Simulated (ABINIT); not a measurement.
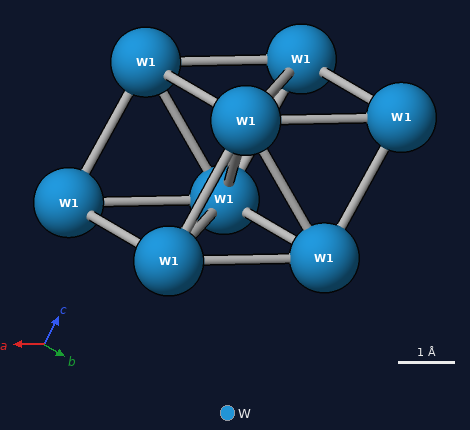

**Figure 1.** The structure as given in the input (ball-and-stick view of the reduced cell, seen at an oblique angle; atoms are numbered from 1 in the order of the input). An atom can appear more than once, as a periodic image.

**Run report: W, single-point calculation**

W (1 atom in the cell), computed with Kohn-Sham DFT of a periodic cell, PBE, JTH PAW PBE v2.0, no spin polarisation (ABINIT 10.8.3).

The structure derives from an entry of the Crystallography Open Database.

**Input file**
```
pp_dirpath "./"
pseudos "W.GGA_PBE-JTH.xml"

acell 3*1.0
rprim
     0.0225312046     3.7950009158     3.8396627030
     3.8355960124     0.0209079298     3.8412859778
     3.8817733600     3.8428034279    -0.0252713075
ntypat 1
znucl 74
natom 1
typat 1
xred
    -0.0067530000    -0.0087400000     0.0141000000
chkprim 0
chksymtnons 0
tolsym 1.0e-6

ecut 16.0
pawecutdg 16.0
pawxcdev 0

kptopt 1
ngkpt 11 11 11
nshiftk 1
shiftk 0.0 0.0 0.0

ixc 11

nband 11
occopt 6
tsmear 0.00183747

nstep 100
tolvrs 1.0e-9

iomode 3
prtwf 0
prtden 0
prteig 0
prtebands 0
enunit 1
```

Hardware: 1 thread of Arm Neoverse V1, 24 GiB of memory available, shared host.

Command:
```bash
abinit run.abi > log 2>&1
```

**What the program printed**
```
.Version 10.8.3 of ABINIT
 Symmetries : space group P-1 (#  2); Bravais aP (primitive triclinic)
================================================================================
 Values of the parameters that define the memory need of the present run
     intxc =       0    ionmov =       0      iscf =      17    lmnmax =      18
     lnmax =       6     mgfft =      20  mpssoang =       3    mqgrid =    3001
     natom =       1  nloc_mem =       2    nspden =       1   nspinor =       1
    nsppol =       1      nsym =       2    n1xccc =       1    ntypat =       1
    occopt =       6   xclevel =       2
       mpw =         354          nfft =        8000          nkpt =         666
 PAW method is used; the additional fine FFT grid is defined by:
   mgfftf=        20    nfftf =      8000
================================================================================
================================================================================

--------------------------------------------------------------------------------
------------- Echo of variables that govern the present computation ------------
--------------------------------------------------------------------------------
 -outvars: echo values of preprocessed input variables --------
            acell      1.0000000000E+00  1.0000000000E+00  1.0000000000E+00 Bohr
              amu      1.83850000E+02
          chkprim           0
      chksymtnons           0
             ecut      1.60000000E+01 Hartree
           enunit           1
                       outvar_i_n : Printing only first  50 k-points.
              ixc          11
                       outvar_i_n : Printing only first  50 k-points.
         kptrlatt       11    0    0      0   11    0      0    0   11
          kptrlen      5.90150192E+01
            natom           1
            nband          11
            ngfft          20      20      20
          ngfftdg          20      20      20
             nkpt         666
            nstep         100
             nsym           2
           ntypat           1
                       prtocc : prtvol=0, do not print more k-points.
           occopt           6
        pawecutdg      1.60000000E+01 Hartree
         pawxcdev           0
           prtden           0
        prtebands           0
           prteig           0
            prtwf           0
            rprim      2.2531204600E-02  3.7950009158E+00  3.8396627030E+00
                       3.8355960124E+00  2.0907929800E-02  3.8412859778E+00
                       3.8817733600E+00  3.8428034279E+00 -2.5271307500E-02
          spgroup           2
           tolsym      1.00000000E-06
           tolvrs      1.00000000E-09
           tsmear      1.83747000E-03 Hartree
            typat      1
           useylm           1
                       outvars : Printing only first  50 k-points.
           xangst      1.1143277173E-02  1.5014425346E-02 -3.1675704905E-02
            xcart      2.1057742003E-02  2.8373151843E-02 -5.9858407115E-02
             xred     -6.7530000000E-03 -8.7400000000E-03  1.4100000000E-02
            znucl       74.00000

================================================================================

 chkinp: Checking input parameters for consistency.

================================================================================
== DATASET  1 ==================================================================

--- !DatasetInfo
iteration_state: {dtset: 1, }
dimensions: {natom: 1, nkpt: 666, mband: 11, nsppol: 1, nspinor: 1, nspden: 1, mpw: 354, }
cutoff_energies: {ecut:  16.0, pawecutdg:  16.0, }
electrons: {nelect:   1.40000000E+01, charge:   0.00000000E+00, occopt:   6.00000000E+00, tsmear:   1.83747000E-03, }
meta: {optdriver: 0, ionmov: 0, optcell: 0, iscf: 17, paral_kgb: 0, }
...

 Exchange-correlation functional for the present dataset will be:
  GGA: Perdew-Burke-Ernzerhof functional - ixc=11
  J.P.Perdew, K.Burke, M.Ernzerhof, PRL 77, 3865 (1996)

 Real(R)+Recip(G) space primitive vectors, cartesian coordinates (Bohr,Bohr^-1):
 R(1)=  0.0225312  3.7950009  3.8396627  G(1)= -0.1307452  0.1329249  0.1298280
 R(2)=  3.8355960  0.0209079  3.8412860  G(2)=  0.1315347 -0.1320156  0.1297082
 R(3)=  3.8817734  3.8428034 -0.0252713  G(3)=  0.1284031  0.1296736 -0.1289187
 Unit cell volume ucvol=  1.1290537E+02 bohr^3
 Angles (23,13,12)=  5.98960635E+01  6.03817764E+01  5.94069381E+01 degrees

 Coarse grid specifications (used for wave-functions):

 getcut: wavevector=  0.0000  0.0000  0.0000  ngfft=  20  20  20
         ecut(hartree)=     16.000   => boxcut(ratio)=   2.03365

 Fine grid specifications (used for densities):

 getcut: wavevector=  0.0000  0.0000  0.0000  ngfft=  20  20  20
         ecut(hartree)=     16.000   => boxcut(ratio)=   2.03365

--- Pseudopotential description ------------------------------------------------
- pspini: atom type   1  psp file is ./W.GGA_PBE-JTH.xml
 Pseudopotential format is: paw10
 basis_size (lnmax)=  6 (lmn_size= 18), orbitals=   0   0   1   1   2   2
 Spheres core radius: rc_sph= 2.41188978
 Shapefunction is BESSEL type: shapef(r,l)=aa(1,l)*jl(q(1,l)*r)+aa(2,l)*jl(q(2,l)*r)
 Radius for shape functions =  2.10354610
 Compensation charge density is not taken into account in XC energy/potential

   6.59015510E+02                                ecore*ucvol(ha*bohr**3)
--------------------------------------------------------------------------------

================================================================================

--- !BeginCycle
iteration_state: {dtset: 1, }
solver: {iscf: 17, nstep: 100, nline: 4, wfoptalg: 10, }
tolerances: {tolvrs: 1.00E-09, }
...

     iter   Etot(hartree)      deltaE(h)  residm     nres2
 ETOT  1  -67.435650206985    -6.744E+01 1.499E+01 1.197E+00
 ETOT  2  -69.035277527297    -1.600E+00 1.063E-01 1.368E+00
 ETOT  3  -69.020690131699     1.459E-02 7.732E-02 3.974E-01
 ETOT  4  -69.014791889447     5.898E-03 9.685E-03 3.450E-03
 ETOT  5  -69.015197809424    -4.059E-04 1.539E-02 3.937E-03
 ETOT  6  -69.015132708305     6.510E-05 1.582E-03 4.109E-05
 ETOT  7  -69.015136469492    -3.761E-06 5.289E-04 6.239E-05
 ETOT  8  -69.015135761763     7.077E-07 3.785E-04 8.128E-06
 ETOT  9  -69.015135670472     9.129E-08 2.999E-04 2.429E-08
 ETOT 10  -69.015135675154    -4.683E-09 1.854E-04 6.716E-10

 At SCF step   10       nres2   =  6.72E-10 < tolvrs=  1.00E-09 =>converged.

 Cartesian components of stress tensor (hartree/bohr^3)
  sigma(1 1)=  1.77940224E-04  sigma(3 2)=  5.54324661E-05
  sigma(2 2)=  2.63741873E-04  sigma(3 1)=  2.93382451E-05
  sigma(3 3)=  1.46947598E-04  sigma(2 1)= -8.79033927E-05

--- !ResultsGS
iteration_state: {dtset: 1, }
comment   : Summary of ground state results
lattice_vectors:
- [  0.0225312,   3.7950009,   3.8396627, ]
- [  3.8355960,   0.0209079,   3.8412860, ]
- [  3.8817734,   3.8428034,  -0.0252713, ]
lattice_lengths: [   5.39866,    5.42842,    5.46223, ]
lattice_angles: [ 59.896,  60.382,  59.407, ] # degrees, (23, 13, 12)
lattice_volume:   1.1290537E+02
convergence: {deltae: -4.683E-09, res2:  6.716E-10, residm:  1.854E-04, diffor: null, }
etotal    :  -6.90151357E+01
entropy   :   0.00000000E+00
fermie    :   3.19596184E-01
cartesian_stress_tensor: # hartree/bohr^3
- [  1.77940224E-04,  -8.79033927E-05,   2.93382451E-05, ]
- [ -8.79033927E-05,   2.63741873E-04,   5.54324661E-05, ]
- [  2.93382451E-05,   5.54324661E-05,   1.46947598E-04, ]
pressure_GPa:  -5.7727E+00
xred      :
- [ -6.7530E-03,  -8.7400E-03,   1.4100E-02,  W]
cartesian_forces: # hartree/bohr
- [ -0.00000000E+00,  -0.00000000E+00,  -0.00000000E+00, ]
force_length_stats: {min:   0.00000000E+00, max:   0.00000000E+00, mean:   0.00000000E+00, }
...

 Integrated electronic density in atomic spheres:
 ------------------------------------------------
 Atom  Sphere_radius  Integrated_density
    1        2.41189         11.65292211

================================================================================

 ----iterations are completed or convergence reached----

 Mean square residual over all n,k,spin=   84.943E-09; max=  18.540E-05
 reduced coordinates (array xred) for    1 atoms
      -0.006753000000     -0.008740000000      0.014100000000
 rms dE/dt=  0.0000E+00; max dE/dt=  0.0000E+00; dE/dt below (all hartree)
    1       0.000000000000      0.000000000000      0.000000000000

 cartesian coordinates (angstrom) at end:
    1      0.01114327717348     0.01501442534638    -0.03167570490477

 cartesian forces (hartree/bohr) at end:
    1     -0.00000000000000    -0.00000000000000    -0.00000000000000
 frms,max,avg= 0.0000000E+00 0.0000000E+00   0.000E+00  0.000E+00  0.000E+00 h/b

 cartesian forces (eV/Angstrom) at end:
    1     -0.00000000000000    -0.00000000000000    -0.00000000000000
 frms,max,avg= 0.0000000E+00 0.0000000E+00   0.000E+00  0.000E+00  0.000E+00 e/A
 length scales=  1.000000000000  1.000000000000  1.000000000000 bohr
              =  0.529177210544  0.529177210544  0.529177210544 angstroms
 Fermi (or HOMO) energy (eV) =   8.69666   Average Vxc (eV)= -12.99745
 Eigenvalues (   eV  ) for nkpt= 666  k points:
 kpt#   1, nband= 11, wtk=  0.00075, kpt=  0.0000  0.0000  0.0000 (reduced coord)
 -65.05036  -28.72487  -28.69478  -28.66794   -0.22307    7.95892    8.13391    8.35282
  11.09049   11.30227   21.67122
 prteigrs : prtvol=0 or 1, do not print more k-points.

--- !EnergyTerms
iteration_state     : {dtset: 1, }
comment             : Components of total free energy in Hartree
kinetic             :  6.74514679157620E+00
hartree             :  1.04399960610265E+01
xc                  : -7.63506936187842E+00
Ewald energy        : -5.85609309410849E+01
psp_core            :  5.83688359001135E+00
local_psp           : -2.92933711648125E+01
PAW spherical_terms :  3.45213571425204E+00
internal            : -6.90152093109097E+01
'-kT*entropy'       :  3.12839428922499E-06
total_energy        : -6.90152061825154E+01
total_energy_eV     : -1.87799943227844E+03
...

--- !EnergyTermsDC
iteration_state     : {dtset: 1, }
comment             : '"Double-counting" decomposition of free energy'
band_energy         : -9.88351445413724E+00
Ewald energy        : -5.85609309410849E+01
psp_core            :  5.83688359001135E+00
xc_dc               : -1.38663071516754E+01
PAW spherical_terms :  7.45873015333751E+00
internal            : -6.90151388035487E+01
'-kT*entropy'       :  3.12839428922499E-06
total_energy_dc     : -6.90151356751544E+01
total_energy_dc_eV  : -1.87799751367541E+03
...

--- !EnergyTermsWithPAWCore
iteration_state     : {dtset: 1, }
comment             : 'Components of total free energy, including PAW core contributions'
Total energy        : -1.61429145275926E+04
Total energy DC     : -1.61429144570853E+04
Total energy (eV)   : -4.39271082346181E+05
Total energy DC (eV): -4.39271080427578E+05
...

 Cartesian components of stress tensor (hartree/bohr^3)
  sigma(1 1)=  1.77940224E-04  sigma(3 2)=  5.54324661E-05
  sigma(2 2)=  2.63741873E-04  sigma(3 1)=  2.93382451E-05
  sigma(3 3)=  1.46947598E-04  sigma(2 1)= -8.79033927E-05

-Cartesian components of stress tensor (GPa)         [Pressure= -5.7727E+00 GPa]
- sigma(1 1)=  5.23518213E+00  sigma(3 2)=  1.63087946E+00
- sigma(2 2)=  7.75955379E+00  sigma(3 1)=  8.63160971E-01
- sigma(3 3)=  4.32334759E+00  sigma(2 1)= -2.58620710E+00

== END DATASET(S) ==============================================================
================================================================================

 -outvars: echo values of variables after computation  --------
            acell      1.0000000000E+00  1.0000000000E+00  1.0000000000E+00 Bohr
           etotal     -6.9015135675E+01
            fcart     -0.0000000000E+00 -0.0000000000E+00 -0.0000000000E+00
            rprim      2.2531204600E-02  3.7950009158E+00  3.8396627030E+00
                       3.8355960124E+00  2.0907929800E-02  3.8412859778E+00
                       3.8817733600E+00  3.8428034279E+00 -2.5271307500E-02
           strten      1.7794022387E-04  2.6374187271E-04  1.4694759784E-04
                       5.5432466087E-05  2.9338245102E-05 -8.7903392743E-05
           xangst      1.1143277173E-02  1.5014425346E-02 -3.1675704905E-02
             xred     -6.7530000000E-03 -8.7400000000E-03  1.4100000000E-02
 Calculation completed.
```

**Key numbers**

```tsv
quantity	value
outcome	converged
space group (tolerance 0.01 Å)	P-1 (2)
electrons treated	14
free energy	−1877.9975 eV
Fermi energy	8.697 eV
gap on the k-point mesh	none (metallic)
pressure	−5.77 GPa
largest force (length of the vector)	under 0.001 eV/Å
wall time	55 s
peak memory	0.18 GiB
```

Spin–orbit coupling is left out, which matters for W. The cell is under a tension of 5.8 GPa at this level, so it is not at its equilibrium volume.
